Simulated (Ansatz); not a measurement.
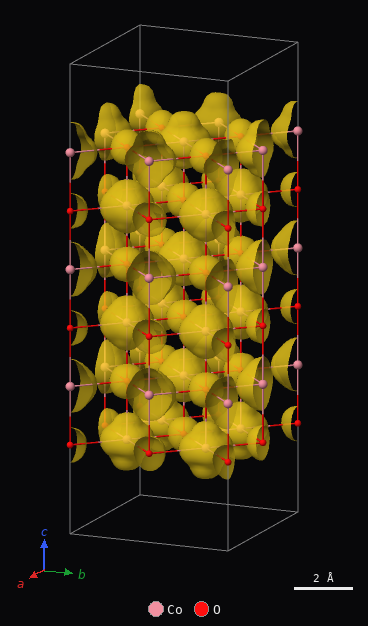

Figure 1: CoO (slab). Isosurfaces of the magnetisation density (up minus down) at +0.1 (yellow) and −0.1 e/Å³ (cyan), seen slightly off an axis. Sticks mark near contacts.

The SCF solution may not be the lowest one; the program warned that another magnetic order may lie lower; spin-polarised.

Level of theory: DFT PBE, scalar-relativistic, plane waves, PAW (Ansatz).

```yaml
crystal:
  lattice:
    - [3.01600, 0.00000, 0.00000]
    - [0.00000, 3.01600, 0.00000]
    - [0.00000, 0.00000, 25.53625]
  atoms:
    - { symbol: Co, position: [0.50000, 0.50000, 0.29370] }
    - { symbol: O, position: [0.00000, 0.00000, 0.29370] }
    - { symbol: Co, position: [0.00000, 0.00000, 0.37622] }
    - { symbol: O, position: [0.50000, 0.50000, 0.37622] }
    - { symbol: Co, position: [0.50000, 0.50000, 0.45874] }
    - { symbol: O, position: [0.00000, 0.00000, 0.45874] }
    - { symbol: Co, position: [0.00000, 0.00000, 0.54126] }
    - { symbol: O, position: [0.50000, 0.50000, 0.54126] }
    - { symbol: Co, position: [0.50000, 0.50000, 0.62378] }
    - { symbol: O, position: [0.00000, 0.00000, 0.62378] }
    - { symbol: Co, position: [0.00000, 0.00000, 0.70630] }
    - { symbol: O, position: [0.50000, 0.50000, 0.70630] }
```

Question: Where is the spin, and how is it ordered?

Answer: The spin density sits on Co: +2.5 μB (×6) in one cell of 12 atoms, with smaller moments on other sites: O (up to +0.35 μB): parallel moments (a ferromagnetic arrangement) in this solution. The cell of the calculation (12 atoms) carries 17.8 μB of net spin moment. Only one sign reaches the isovalue.
